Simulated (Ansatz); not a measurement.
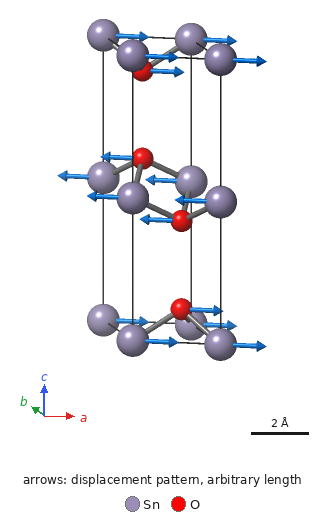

The lowest optical mode of crystalline SnO2, space group P6₃/mmc (No. 194), at the zone centre. The blue arrows are the displacements of the atoms (eigenvector over the root of the mass), of arbitrary overall length and sign. Style: ball-and-stick. Shown: the cell of the calculation, slightly off an axis.

The calculation used Ansatz, DFT LDA, scalar-relativistic, plane waves, PAW. Set-up: plane-wave cutoff 420 eV; k-point mesh 12 × 12 × 4; occupations gaussian; smearing width 0.05 eV; no spin polarisation.

Frequencies are those without the non-analytic (LO–TO) term.

**Is the structure stable against all modes at this point?**

No. This is the E₂u mode (doubly degenerate; one member of the set is drawn) at 17i cm⁻¹, the lowest optical level, silent by symmetry (neither infrared- nor Raman-active). All motion is along a; whole layers move rigidly against one another; the kinetic energy is shared as Sn 79 %, O 21 %. The frequency is imaginary, so the structure is unstable against this distortion. Freezing in the drawn pattern lowers the space group from P6₃/mmc to C222₁ (No. 20).

Limits of the set-up: layers or molecules are held without a dispersion correction, so their spacing is unreliable.
